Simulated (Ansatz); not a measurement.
In: geometry relaxation (part 2 of 2)

The same run, continued: In (1 atom in the cell); DFT LDA, scalar-relativistic, plane waves, PAW, no spin polarisation (Ansatz 0.2.0); cutoff 420 eV, 18×18×18 k-mesh, Gaussian smearing of 0.1 eV. The structure derives from a Materials Project entry.

Geometry of the input (Å; fractional positions):
```
-1.6947  1.6947  2.2974
1.6947  -1.6947  2.2974
1.6947  1.6947  -2.2974
In 0.0000  0.0000  0.0000
```

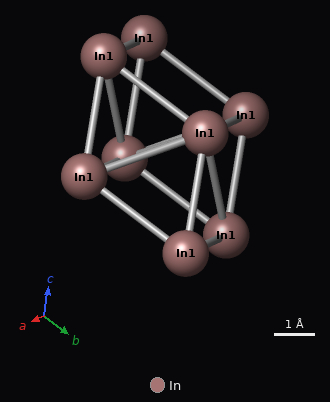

**Figure 1.** The geometry at step 3 of the log (ball-and-stick view of the cell of the calculation, seen slightly off an axis; atoms are numbered from 1 in the order of the input).

The program's output, continued:
```
SCF iter   1: F=—  HF=-5457.162708 eV  |F-HF|=—  |Δ(HF+E_count)|=         —  Δρ=1.66e-3  dr2=6.48e-4  ethr=4.82e-6  ⟨swp⟩=2.0  Hψ=49332  notcnv=0
preconditioner: auto → none  [metal: Δε(μ)=0.009 eV  Ē_g=20.055 eV  σ=0.100 eV  W_gap=0.05  n_scr=8 (ndim 8)  ℏωp=27.1 eV  f_vac=0.000  D(μ)=0.47/eV (n_scr^D=0)]
SCF iter   2: F=—  HF=-5457.162633 eV  |F-HF|=—  |Δ(HF+E_count)|=   7.44e-5  Δρ=7.82e-4  dr2=1.31e-4  ethr=4.82e-6  ⟨swp⟩=1.0  Hψ=5280  notcnv=0
SCF iter   3: F=—  HF=-5457.162622 eV  |F-HF|=—  |Δ(HF+E_count)|=   1.11e-5  Δρ=6.82e-5  dr2=7.55e-7  ethr=1.01e-6  ⟨swp⟩=1.0  Hψ=5280  notcnv=0
SCF iter   4: F=—  HF=-5457.162623 eV  |F-HF|=—  |Δ(HF+E_count)|=   7.13e-7  Δρ=2.10e-5  dr2=7.04e-8  ethr=7.69e-10  ⟨swp⟩=10.0  Hψ=38186  notcnv=0
SCF iter   5: F=-5457.162623 eV  HF=-5457.162623 eV  |F-HF|=3.02e-9  |Δ(HF+E_count)|=   2.06e-8  Δρ=4.94e-6  dr2=3.82e-9  ethr=5.42e-10  ⟨swp⟩=6.0  Hψ=28398  notcnv=0
SCF 5 converged in 5 iterations: F = -5457.162623 eV  dr2 = 3.82e-9
relax step   5: F+E_penalty+E_count = -5457.16262289 eV  Δ(F+E_penalty+E_count) = +1.580e-3 eV  max|allowed force component| = 0.000e0 eV/Å  Δτ_max = 0.0000 Å  P = +0.285 GPa  Ω = 24.488 Å³  energy of the carried Pulay correction = +2.706e-4 eV  (5 SCF iters, dr2 threshold 1.00e-7 eV, rejected (line search))
Crystal: 1 atoms, lattice volume = 24.592 Å³
Basis set: ecut = 420 eV, 531 PW (Γ)
iter 1 solved again at ethr=1.40e-6 eV; its pass at ethr=3.10e-3 eV (dr2=1.82e-4 eV) is discarded
SCF iter   1: F=—  HF=-5457.164523 eV  |F-HF|=—  |Δ(HF+E_count)|=         —  Δρ=8.93e-4  dr2=1.89e-4  ethr=1.40e-6  ⟨swp⟩=2.0  Hψ=47796  notcnv=0
preconditioner: auto → none  [metal: Δε(μ)=0.011 eV  Ē_g=20.034 eV  σ=0.100 eV  W_gap=0.06  n_scr=8 (ndim 8)  ℏωp=27.0 eV  f_vac=0.000  D(μ)=0.42/eV (n_scr^D=0)]
SCF iter   2: F=—  HF=-5457.164502 eV  |F-HF|=—  |Δ(HF+E_count)|=   2.10e-5  Δρ=4.29e-4  dr2=3.85e-5  ethr=1.40e-6  ⟨swp⟩=1.0  Hψ=5280  notcnv=0
SCF iter   3: F=—  HF=-5457.164500 eV  |F-HF|=—  |Δ(HF+E_count)|=   2.19e-6  Δρ=9.65e-5  dr2=1.75e-6  ethr=2.96e-7  ⟨swp⟩=1.4  Hψ=6068  notcnv=0
SCF iter   4: F=—  HF=-5457.164499 eV  |F-HF|=—  |Δ(HF+E_count)|=   4.59e-7  Δρ=1.19e-5  dr2=1.64e-8  ethr=1.34e-8  ⟨swp⟩=2.0  Hψ=8266  notcnv=0
SCF iter   5: F=—  HF=-5457.164499 eV  |F-HF|=—  |Δ(HF+E_count)|=   1.88e-9  Δρ=1.49e-6  dr2=4.58e-10  ethr=1.26e-10  ⟨swp⟩=1.2  Hψ=5423  notcnv=0
SCF iter   6: F=-5457.164499 eV  HF=-5457.164499 eV  |F-HF|=0.00e0  |Δ(HF+E_count)|=  1.68e-10  Δρ=1.04e-7  dr2=1.49e-12  ethr=1.00e-12  ⟨swp⟩=4.3  Hψ=24795  notcnv=0
SCF 6 converged in 6 iterations: F = -5457.164499 eV  dr2 = 1.49e-12
relax step   6: F+E_penalty+E_count = -5457.16449918 eV  Δ(F+E_penalty+E_count) = -2.961e-4 eV  max|allowed force component| = 0.000e0 eV/Å  Δτ_max = 0.0000 Å  P = +0.090 GPa  Ω = 24.592 Å³  energy of the carried Pulay correction = +2.551e-4 eV  (6 SCF iters, accepted)
Crystal: 1 atoms, lattice volume = 24.636 Å³
iter 1 solved again at ethr=1.24e-7 eV; its pass at ethr=3.10e-3 eV (dr2=1.61e-5 eV) is discarded
SCF iter   1: F=—  HF=-5457.164567 eV  |F-HF|=—  |Δ(HF+E_count)|=         —  Δρ=2.35e-4  dr2=1.35e-5  ethr=1.24e-7  ⟨swp⟩=2.9  Hψ=45932  notcnv=0
preconditioner: auto → none  [metal: Δε(μ)=0.021 eV  Ē_g=20.020 eV  σ=0.100 eV  W_gap=0.12  n_scr=8 (ndim 8)  ℏωp=27.0 eV  f_vac=0.000  D(μ)=0.44/eV (n_scr^D=0)]
SCF iter   2: F=—  HF=-5457.164565 eV  |F-HF|=—  |Δ(HF+E_count)|=   1.82e-6  Δρ=1.11e-4  dr2=2.72e-6  ethr=1.04e-7  ⟨swp⟩=1.0  Hψ=5280  notcnv=0
SCF iter   3: F=—  HF=-5457.164565 eV  |F-HF|=—  |Δ(HF+E_count)|=   2.09e-7  Δρ=1.73e-5  dr2=5.54e-8  ethr=2.09e-8  ⟨swp⟩=1.0  Hψ=5283  notcnv=0
SCF iter   4: F=-5457.164565 eV  HF=-5457.164565 eV  |F-HF|=4.54e-10  |Δ(HF+E_count)|=   1.78e-8  Δρ=3.72e-6  dr2=1.81e-9  ethr=3.56e-10  ⟨swp⟩=8.6  Hψ=32803  notcnv=0
SCF 7 converged in 4 iterations: F = -5457.164565 eV  dr2 = 1.81e-9
relax step   7: F+E_penalty+E_count = -5457.16456454 eV  Δ(F+E_penalty+E_count) = -6.536e-5 eV  max|allowed force component| = 0.000e0 eV/Å  Δτ_max = 0.0000 Å  P = +0.002 GPa  Ω = 24.636 Å³  energy of the carried Pulay correction = +2.485e-4 eV  (4 SCF iters, dr2 threshold 4.62e-8 eV, accepted)
Initial wavefunctions: pseudopotential atomic-orbital guess (no wavefunctions were taken with the density)
iter 1 solved again at ethr=1.22e-7 eV; its pass at ethr=3.10e-3 eV (dr2=1.59e-5 eV) is discarded
SCF iter   1: F=—  HF=-5457.164329 eV  |F-HF|=—  |Δ(HF+E_count)|=         —  Δρ=9.02e-5  dr2=3.43e-7  ethr=1.22e-7  ⟨swp⟩=2.6  Hψ=43710  notcnv=0
preconditioner: auto → none  [metal: Δε(μ)=0.021 eV  Ē_g=20.019 eV  σ=0.100 eV  W_gap=0.12  n_scr=8 (ndim 8)  ℏωp=27.0 eV  f_vac=0.000  D(μ)=0.44/eV (n_scr^D=0)]
SCF iter   2: F=—  HF=-5457.164329 eV  |F-HF|=—  |Δ(HF+E_count)|=   1.31e-7  Δρ=4.11e-5  dr2=7.33e-8  ethr=2.64e-9  ⟨swp⟩=2.2  Hψ=7919  notcnv=0
SCF iter   3: F=—  HF=-5457.164329 eV  |F-HF|=—  |Δ(HF+E_count)|=   6.63e-9  Δρ=8.26e-6  dr2=3.46e-9  ethr=5.64e-10  ⟨swp⟩=1.5  Hψ=5967  notcnv=0
SCF iter   4: F=—  HF=-5457.164329 eV  |F-HF|=—  |Δ(HF+E_count)|=   1.04e-9  Δρ=7.86e-7  dr2=5.10e-11  ethr=2.66e-11  ⟨swp⟩=2.0  Hψ=7992  notcnv=0
SCF iter   5: F=-5457.164329 eV  HF=-5457.164329 eV  |F-HF|=0.00e0  |Δ(HF+E_count)|=  1.09e-11  Δρ=4.63e-8  dr2=2.01e-13  ethr=1.00e-12  ⟨swp⟩=5.8  Hψ=20475  notcnv=0
SCF 8 converged in 5 iterations: F = -5457.164329 eV  dr2 = 2.01e-13
relax step   8: F+E_penalty+E_count = -5457.16432872 eV  Δ(F+E_penalty+E_count) = +2.358e-4 eV  max|allowed force component| = 0.000e0 eV/Å  Δτ_max = 0.0000 Å  P = -0.000 GPa  Ω = 24.636 Å³  stress off target by 9.67e-4 GPa  SCF on the basis re-selected at this cell (its energy is not comparable with the rows above)  (5 SCF iters)
basis re-selected at this cell: Δ(F+E_penalty+E_count) = +2.358e-4 eV, ΔP = -0.002 GPa vs the last step (what re-selecting the basis moved, of the pressure what is left beyond the Pulay correction that the steps carried, after the strain that the cell walked since its last selection, with what the two solves' SCF thresholds leave and, on support functions, any second-order correction that the steps lacked; it is no measure of the basis error at this ecutwfc). This SCF's stress stands 9.67e-4 GPa from its target on what of the cell is left free (relax.cell.stress_tol is 5.00e-2 GPa) and its largest allowed force component is 0.00e0 eV/Å (relax.f_tol is 5.00e-3 eV/Å): within both
SCF converged after 5 iterations
Free energy (F): -5457.164329 eV
Harris-Foulkes:  -5457.164329 eV  (|F-HF|=0.00e0)
Internal energy: -5457.162111 eV  (E = F + TS)
E sigma→0 (E₀):  -5457.163220 eV
Entropy (-TS):   -0.002217 eV (-2.217 meV/atom)
Fermi energy:    10.763704 eV
--- Per-component energies (eV) ---
  E_band       = -16.901395
  E_kinetic    = 242.779192
  E_local      = -1041.105387  (includes V_loc(G=0)·N_el)
  E_nonlocal   = 369.201391
  E_hartree    = 406.724284
  E_xc         = -214.522665
  E_vxc        = -102.178990  (∫ρ·V_xc dr)
  E_paw        = -4012.735957  (= ΣΔE_a)
  E_vpaw       = -299.046179  (= ΣTr[D̂ρ^β])
  E_aug_tail   = 0.000026  (compensation charges beyond the density's cutoff)
  E_ewald      = -1207.787532
  E_core_change = 0.284536  (= ΣΔE_core)
  E_smearing   = -0.002217  (= −TS)
  E_closure    = 0.000000  (closes the sum)
  Σ components = -5457.164329   (vs F -5457.164329, Δ=0.00e0)
--- Forces (eV/Å), atoms counted from 1 ---
  atom   1  In    -0.00000000     0.00000000    -0.00000000
  max |Σ_I F_I| component: 7.89e-31 eV/Å
--- Stress (GPa, compression-positive) ---
       -0.000030      -0.000000       0.000000
       -0.000000      -0.000030       0.000000
        0.000000      -0.000000      -0.000967
  P = ⅓ Tr σ = -0.0003 GPa (-0.003 kbar)
--- Band table (eV; the first three rows and the last of 480) ---
  k-point 0: bands = ["-3.8488", "-3.8486", "-3.8486", "-3.6428", "-3.6426", "0.7531", "21.7522", "21.7522", "21.7525", "22.5057", "25.3197"]
  k-point 1: bands = ["-3.8566", "-3.8367", "-3.8366", "-3.6508", "-3.6376", "0.8474", "21.1514", "21.1517", "21.4270", "22.1351", "25.8563"]
  k-point 2: bands = ["-3.8796", "-3.8016", "-3.8014", "-3.6757", "-3.6229", "1.1317", "19.9892", "19.9895", "20.6538", "21.4236", "24.7528"]
  k-point 479: bands = ["-4.1104", "-4.0078", "-3.4717", "-3.4118", "-3.4118", "8.3536", "8.6871", "14.8760", "14.8760", "18.5390", "18.7160"]
--- Relaxed structure (7 steps of the walk, 6 accepted, 1 SCFs on fresh bases) ---
  F+E_penalty+E_count = -5457.16432872 eV   max|allowed force component| = 0.000e0 eV/Å   (the final SCF, on the basis selected at the relaxed cell)
  cell:  # Å, volume = 24.6361 Å³
    - [-1.6329827991490993, 1.6329827991490993, 2.309667817405452]
    - [1.6329827991490993, -1.6329827991490993, 2.309667817405452]
    - [1.6329827991490993, 1.6329827991490993, -2.309667817405452]
  atoms:
    - { symbol: In, position: [0.0, 0.0, 0.0] }
```

Trajectory as extended XYZ (Å, eV, eV/Å), 8 frames, from step=1 to step=8:
```
1
Lattice="-1.6947 1.6947 2.2974 1.6947 -1.6947 2.2974 1.6947 1.6947 -2.2974" Properties=species:S:1:pos:R:3:forces:R:3 step=1 energy=-5457.14582 pressure_GPa=-2.94
In    0.0000    0.0000    0.0000    0.0000   0.0000   0.0000
1
Lattice="-1.6551 1.6551 2.2583 1.6551 -1.6551 2.2583 1.6551 1.6551 -2.2583" Properties=species:S:1:pos:R:3:forces:R:3 step=2 energy=-5457.16379 pressure_GPa=-0.27
In    0.0000    0.0000    0.0000    0.0000   0.0000   0.0000
1
Lattice="-1.6492 1.6492 2.2598 1.6492 -1.6492 2.2598 1.6492 1.6492 -2.2598" Properties=species:S:1:pos:R:3:forces:R:3 step=3 energy=-5457.16404 pressure_GPa=0.07
In    0.0000    0.0000    0.0000    0.0000   0.0000   0.0000
1
Lattice="-1.6455 1.6455 2.2680 1.6455 -1.6455 2.2680 1.6455 1.6455 -2.2680" Properties=species:S:1:pos:R:3:forces:R:3 step=4 energy=-5457.16420 pressure_GPa=0.13
In    0.0000    0.0000    0.0000    0.0000   0.0000   0.0000
1
Lattice="-1.6036 1.6036 2.3808 1.6036 -1.6036 2.3808 1.6036 1.6036 -2.3808" Properties=species:S:1:pos:R:3:forces:R:3 step=5 energy=-5457.16262 pressure_GPa=0.28 accepted=F
In    0.0000    0.0000    0.0000    0.0000   0.0000   0.0000
1
Lattice="-1.6268 1.6268 2.3230 1.6268 -1.6268 2.3230 1.6268 1.6268 -2.3230" Properties=species:S:1:pos:R:3:forces:R:3 step=6 energy=-5457.16450 pressure_GPa=0.09
In    0.0000    0.0000    0.0000    0.0000   0.0000   0.0000
1
Lattice="-1.6330 1.6330 2.3097 1.6330 -1.6330 2.3097 1.6330 1.6330 -2.3097" Properties=species:S:1:pos:R:3:forces:R:3 step=7 energy=-5457.16457 pressure_GPa=0.00
In    0.0000    0.0000    0.0000    0.0000   0.0000   0.0000
1
Lattice="-1.6330 1.6330 2.3097 1.6330 -1.6330 2.3097 1.6330 1.6330 -2.3097" Properties=species:S:1:pos:R:3:forces:R:3 step=8 energy=-5457.16433 pressure_GPa=-0.00
In    0.0000    0.0000    0.0000    0.0000   0.0000   0.0000
```

Results in brief:

| quantity | value |
| --- | --- |
| outcome | converged |
| space group (tolerance 0.01 Å) | I4/mmm (139) → Fm-3m (225) |
| electrons treated | 13 |
| free energy | −5457.1643 eV |
| Fermi energy | 10.764 eV |
| gap on the k-point mesh | none (metallic) |
| pressure | 0.00 GPa |
| final volume | 24.64 Å³ |
| largest force (length of the vector) at the end | under 0.001 eV/Å |
| final cell | a = 3.266 Å, b = 3.266 Å, c = 3.266 Å, α = 120.00°, β = 120.00°, γ = 89.99° |
| hardware | 8 threads of Arm Neoverse V2, 24 GiB of memory available, shared host |
| wall time | 8.4 s (CPU time 60 s) |
| peak memory | 0.48 GiB |
